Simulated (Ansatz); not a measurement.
# InAs: single-point calculation

System: InAs (F-43m, 2 atoms in the cell).
Method: DFT PBE, scalar-relativistic, plane waves, PAW, no spin polarisation (Ansatz 0.2.0).

The structure was made by a generator, so it may or may not be a known phase. Figures and captions count atoms from 1; the log counts them from 0 in places.

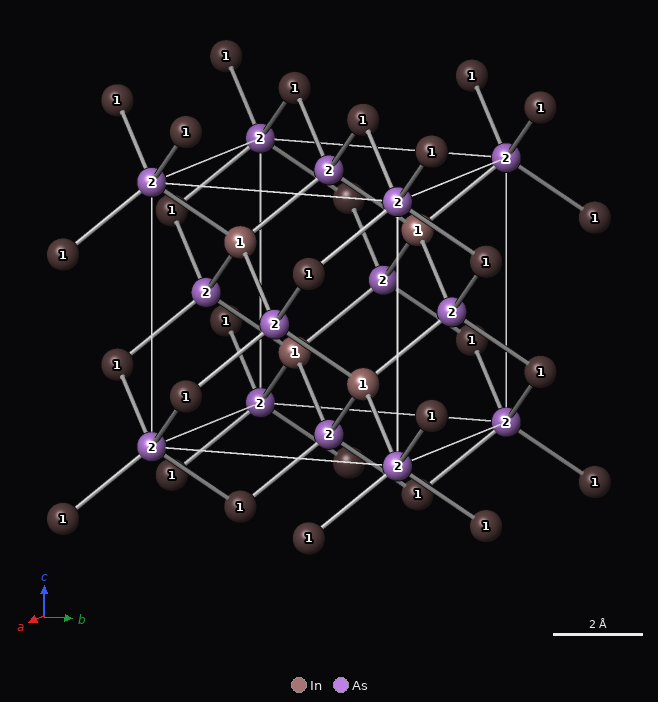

The structure (ball-and-stick view of the cell 4 times as large as that of the calculation, set on its symmetry axes, seen slightly off an axis; neighbours outside the cell are drawn fainter; atoms are numbered from 1 in the order of the input). Near neighbours in the crystal (not all of them lie inside the picture): In has 4 As at 2.64 Å; As has 4 In at 2.64 Å.

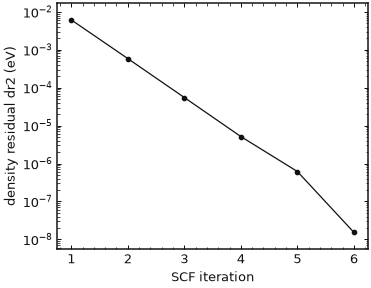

Convergence of the self-consistent field: density residual dr2 against the SCF iteration. The residual falls at every step.

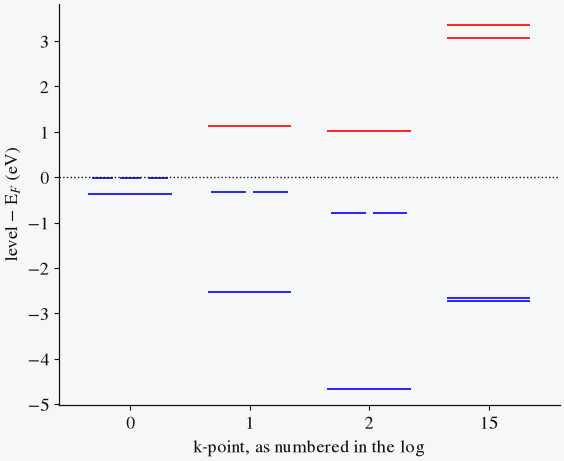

Kohn–Sham levels near the Fermi level (dotted) at the few k-points that the log prints; levels within 0.02 eV of each other stand side by side. The system is metallic on the full mesh.

The input and output of the run follow.

The input:
```yaml
crystal:
  lattice:
    - [0.0, 3.05356169, 3.05356169]
    - [3.05356169, 0.0, 3.05356169]
    - [3.05356169, 3.05356169, 0.0]
  atoms:
    - { symbol: In, position: [0.75, 0.75, 0.75] }
    - { symbol: As, position: [0.0, 0.0, 0.0] }
basis:
  ecutwfc: 420
kpoints:
  mp_grid: { grid: [6, 6, 6] }
hamiltonian:
  xc: pbe
scf:
  occupations: { method: gaussian, width: 0.1 }
  lower_state_search: "off"
output:
  forces: true
  stress: true
  eigenvalues: true
```

Command:
```bash
ansatz run input.yaml --threads 1 --pin off --max-ram 2048MiB --backend cpu --events-out ev --progress --plain --runs-dir out
```

What the program printed:
```
Engine: ansatz 0.2.0, x86_64-unknown-linux-gnu
Pseudopotentials: kind: paw
Pseudopotential: In, paw, valence charge 13, recommended cutoff 420 eV (normal), In.paw.azcp
Pseudopotential: As, paw, valence charge 15, recommended cutoff 420 eV (normal), As.paw.azcp
Functional definition: PBE
  parameter kappa = 0.804
  parameter beta = 0.06672455060314922
  exchange = pbe_x(kappa = kappa, mu = beta*pi^2/3)
  correlation = pbe_c(beta = beta)
Crystal: 2 atoms, lattice volume = 56.944 Å³
Basis set: ecut = 420 eV, 1139 PW (Γ), exchange–correlation on 60×60×60 points (8 copies of the dense FFT grid, shifted against one another)
Bands: 18, of which v1, the nominal top of the filled ones, is band 14 counted from 1 (13 counted from 0)
Symmetry: 24 space group operations
Space group: F-43m (ITA 216), of the structure as read, at distance tolerance 3.8e-5 Å
k-points: 16 of 216 (time reversal used)
Non-local potential: In, projectors of the file, l = 0: 2, l = 1: 2, l = 2: 2, l = 3: 2
Non-local potential: As, projectors of the file, l = 0: 2, l = 1: 2, l = 2: 3, l = 3: 1
PAW form: soft (Blöchl's): semilocal exchange-correlation on the pseudo side does not see the compensation charge
PAW one-centre angular grid: In, 590 points (default); XC on 64 Gauss nodes
PAW one-centre angular grid: As, 590 points (default); XC on 64 Gauss nodes
Initial density: superposition of atomic densities (neutral atoms: chi_scale 0, normalization atom), corrected by the library's trained network
Initial wavefunctions: pseudopotential atomic-orbital guess
Functional: x = pbe(κ = 0.804, μ = 0.2195149727645171), c = pbe(β = 0.06672455060314922)
SCF iter   1: F=—  HF=-10454.440290 eV  |F-HF|=—  |Δ(HF+E_count)|=         —  Δρ=2.22e-3  dr2=6.14e-3  ethr=1.77e-3  ⟨swp⟩=5.6  Hψ=1393  notcnv=0
preconditioner: auto → none  [insulator: Δε(μ)=0.863 eV  Ē_g=14.621 eV  σ=0.100 eV  W_gap=0.67  n_scr=14 (ndim 8)  ℏωp=20.9 eV  f_vac=0.113  D(μ)=0.14/eV (n_scr^D=0)  ε∞_Penn≈3.0]
SCF iter   2: F=—  HF=-10454.437612 eV  |F-HF|=—  |Δ(HF+E_count)|=   2.68e-3  Δρ=9.65e-4  dr2=5.86e-4  ethr=2.19e-5  ⟨swp⟩=2.0  Hψ=565  notcnv=0
SCF iter   3: F=—  HF=-10454.437487 eV  |F-HF|=—  |Δ(HF+E_count)|=   1.25e-4  Δρ=2.78e-4  dr2=5.51e-5  ethr=2.09e-6  ⟨swp⟩=2.0  Hψ=433  notcnv=0
SCF iter   4: F=—  HF=-10454.437528 eV  |F-HF|=—  |Δ(HF+E_count)|=   4.15e-5  Δρ=9.26e-5  dr2=5.15e-6  ethr=1.97e-7  ⟨swp⟩=2.0  Hψ=353  notcnv=0
SCF iter   5: F=—  HF=-10454.437537 eV  |F-HF|=—  |Δ(HF+E_count)|=   8.51e-6  Δρ=3.18e-5  dr2=6.16e-7  ethr=1.84e-8  ⟨swp⟩=2.0  Hψ=513  notcnv=0
SCF iter   6: F=-10454.437537 eV  HF=-10454.437537 eV  |F-HF|=6.98e-9  |Δ(HF+E_count)|=   8.11e-8  Δρ=6.14e-6  dr2=1.53e-8  ethr=3.57e-10  ⟨swp⟩=6.2  Hψ=1368  notcnv=0
SCF 1 converged in 6 iterations: F = -10454.437537 eV  dr2 = 1.53e-8
  greatest PAW one-centre occupation: 0.999 electrons in one spin orbital (limit 2), on the As atom at site 1 (counted from 0), in its partial waves of l = 2
SCF converged after 6 iterations
Free energy (F): -10454.437537 eV
Harris-Foulkes:  -10454.437537 eV  (|F-HF|=6.98e-9)
Internal energy: -10454.436823 eV  (E = F + TS)
E sigma→0 (E₀):  -10454.437180 eV
Entropy (-TS):   -0.000714 eV (-0.357 meV/atom)
Fermi energy:    7.493479 eV
--- Per-component energies (eV) ---
  E_band       = -320.852807
  E_kinetic    = 346.421950
  E_local      = -3314.929711  (includes V_loc(G=0)·N_el)
  E_nonlocal   = -303.305731
  E_hartree    = 1600.816766
  E_xc         = -294.345919
  E_vxc        = -178.364527  (∫ρ·V_xc dr)
  E_paw        = -5990.733472  (= ΣΔE_a)
  E_vpaw       = -72.314543  (= ΣTr[D̂ρ^β])
  E_aug_tail   = 0.000034  (compensation charges beyond the density's cutoff)
  E_ewald      = -2498.360740
  E_smearing   = -0.000714  (= −TS)
  E_closure    = 0.000000  (closes the sum)
  Σ components = -10454.437537   (vs F -10454.437537, Δ=0.00e0)
--- Forces (eV/Å), atoms counted from 1 ---
  atom   1  In     0.00000000     0.00000000     0.00000000
  atom   2  As    -0.00000000     0.00000000    -0.00000000
  max |Σ_I F_I| component: 2.34e-16 eV/Å
--- Stress (GPa, compression-positive) ---
        2.133575      -0.000000      -0.000000
        0.000000       2.133575       0.000000
       -0.000000       0.000000       2.133575
  P = ⅓ Tr σ = 2.1336 GPa (21.336 kbar)
--- Band table (eV; the first three rows and the last of 16) ---
  k-point 0: bands = ["-27.4655", "-27.4655", "-27.4655", "-27.4585", "-27.4585", "-6.8724", "-6.8724", "-6.8724", "-6.7589", "-6.7589", "-4.2127", "7.1116", "7.4630", "7.4630", "7.4630", "11.3618", "11.3618", "11.3618"]
  k-point 1: bands = ["-27.4655", "-27.4655", "-27.4655", "-27.4585", "-27.4585", "-6.9020", "-6.8635", "-6.8635", "-6.7588", "-6.7588", "-3.9456", "4.9629", "7.1650", "7.1650", "8.6207", "11.7274", "11.7900", "11.7900"]
  k-point 2: bands = ["-27.4656", "-27.4654", "-27.4654", "-27.4584", "-27.4584", "-6.9565", "-6.8490", "-6.8490", "-6.7554", "-6.7554", "-3.2844", "2.8268", "6.7067", "6.7067", "8.5067", "12.1568", "12.1568", "13.5094"]
  k-point 15: bands = ["-27.4657", "-27.4653", "-27.4651", "-27.4585", "-27.4582", "-7.0211", "-6.8195", "-6.8044", "-6.7781", "-6.7470", "-2.2921", "1.8532", "4.7750", "4.8360", "10.5564", "10.8378", "13.8040", "14.3731"]
```

Results in brief:

- outcome: converged
- space group (tolerance 0.01 Å): F-43m (216)
- electrons treated: 28
- free energy: −10454.4375 eV
- Fermi energy: 7.493 eV
- gap on the k-point mesh: none (metallic)
- pressure: 2.13 GPa
- largest force (length of the vector): under 0.001 eV/Å
- hardware: 1 thread of AMD EPYC (Zen 5), 450 GiB of memory available, shared host
- wall time: 0.76 s
- peak memory: 0.38 GiB
